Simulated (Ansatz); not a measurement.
SnSe₂

```
Sn Se
1.0
     3.79002    0.00000    0.00000
    -1.89501    3.28226    0.00000
     0.00000    0.00000   18.08074
Sn Se
3 6
Cartesian
  1.8950 1.0941 6.0227
  0.0000 2.1882 12.0497
  0.0000 0.0000 18.0766
  0.0000 2.1882 1.7094
  0.0000 0.0000 7.7362
  1.8950 1.0941 13.7632
  0.0000 0.0000 4.3217
  1.8950 1.0941 10.3485
  0.0000 2.1882 16.3755
```

Space group R3m; started from the 3R (MoS2) bulk prototype, which need not be the ambient phase.

Level of theory: DFT, r2SCAN, plane waves, PAW (Ansatz 0.2.0).

In a PAW calculation such maps are meaningful between the atoms, not at the nuclei.

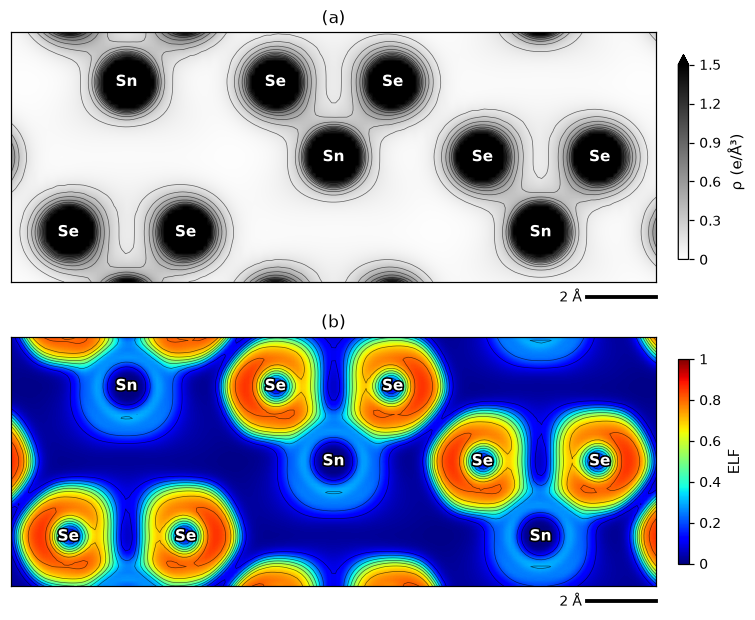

Figure 1. (a) valence electron density; (b) ELF on the (110) plane of the conventional cell.

Question: What do the fields say about this system?

Answer:
- The section cuts through Sn and Se sites.
- Sn–Se (2.77 Å): ρ is about 0.36 e/Å³ halfway; the ELF is about 0.60 at the midpoint.
- Between the atoms the lowest density in this plane is 0.01 e/Å³.
- The ELF also peaks beside Se, away from the bonds: lone-pair regions.

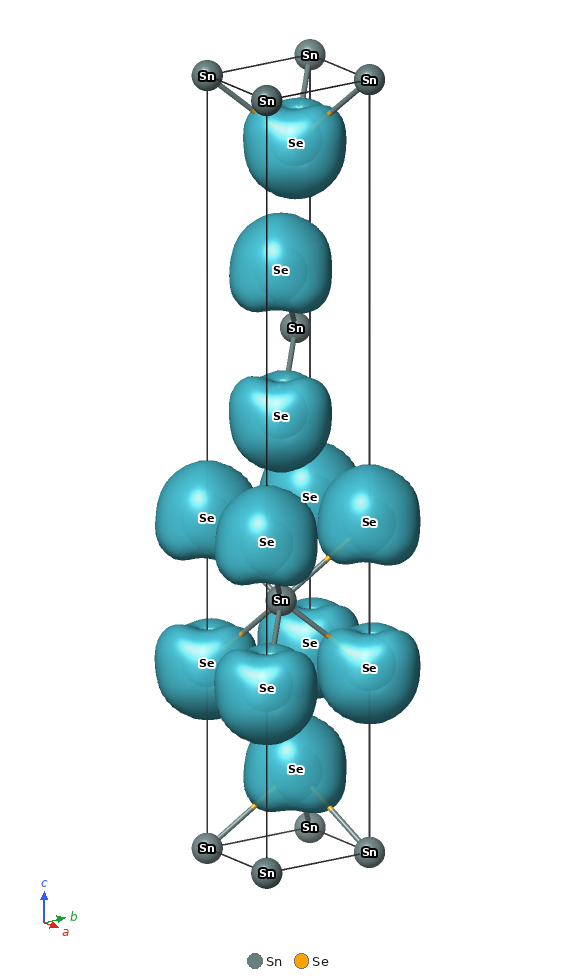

Figure 2. Isosurface of the electron localisation function at 0.7 (cyan), seen slightly off an axis. Core shells and regions of very low density are left out. Sticks mark near contacts.

Question: Identify the bonds, lone pairs and shells in this picture.

Answer: At this value the surface marks out six regions wrapped around Se (the valence shell of each), counted in one cell of 9 atoms. Regions shared between cells count once.
